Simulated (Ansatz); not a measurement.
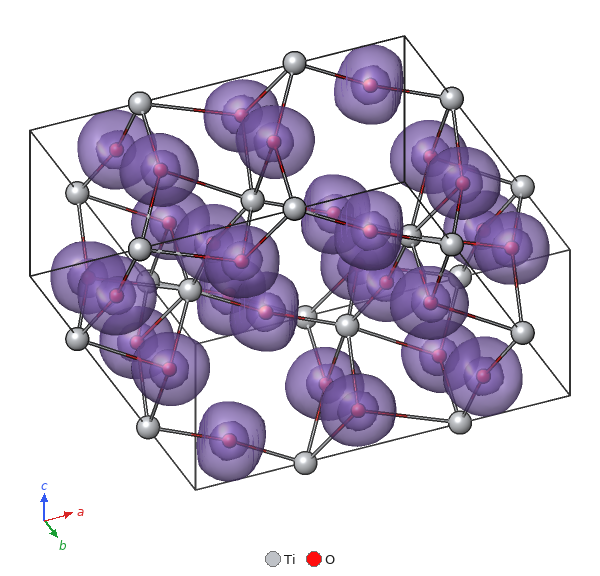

*TiO$_{2}$. Isosurface of the electron localisation function at 0.75 (purple), seen at an oblique angle. Core shells and regions of very low density are left out. Sticks mark near contacts.*

Space group I4/m; a structure from a database of computed crystals, not necessarily the ambient phase; computed pressure about 3 GPa in this cell; computed without spin polarisation.

Level of theory: Ansatz 0.2.0, DFT PBE, scalar-relativistic, plane waves, PAW.

```
CELL_PARAMETERS angstrom
8.70152 0.00000 0.00000
0.00000 -8.70152 0.00000
0.00000 0.00000 -3.77511
ATOMIC_POSITIONS crystal
Ti 0.00286 0.70772 0.00000
Ti 0.50286 0.20772 0.50000
Ti 0.20772 0.49714 0.50000
Ti 0.70772 0.99714 0.00000
Ti 0.79228 0.50286 0.50000
Ti 0.29228 0.00286 0.00000
Ti 0.49714 0.79228 0.50000
Ti 0.99714 0.29228 0.00000
O 0.15078 0.50114 0.00000
O 0.65078 0.00114 0.50000
O 0.34040 0.33834 0.50000
O 0.84040 0.83834 0.00000
O 0.00114 0.34922 0.50000
O 0.50114 0.84922 0.00000
O 0.16166 0.84040 0.00000
O 0.66166 0.34040 0.50000
O 0.33834 0.65960 0.50000
O 0.83834 0.15960 0.00000
O 0.99886 0.65078 0.50000
O 0.49886 0.15078 0.00000
O 0.65960 0.66166 0.50000
O 0.15960 0.16166 0.00000
O 0.34922 0.99886 0.50000
O 0.84922 0.49886 0.00000
```

Question: Where are the electrons localised?

Answer: At this value the surface marks out 16 regions wrapped around O (the valence shell of each), counted in one cell of 24 atoms. Any copies at cell faces, edges or corners count once.

Values along the shortest contacts:
Ti–O (1.80 Å): the ELF peaks at about 0.80 in the valence shell of O, 0.5 Å from its nucleus, and is about 0.25 at the midpoint; no localised pair shows between them. Ti–O (1.95 Å): the ELF peaks at about 0.80 in the valence shell of O, 0.6 Å from its nucleus, and is about 0.20 at the midpoint: no shared electron pair shows on this line.

Question: Does the calculation make it a metal, or give it a gap?

Answer: It is gapped, with a Kohn–Sham gap of 1.6 eV on the k-point mesh (the band edges may lie off the mesh, which would make the gap smaller).
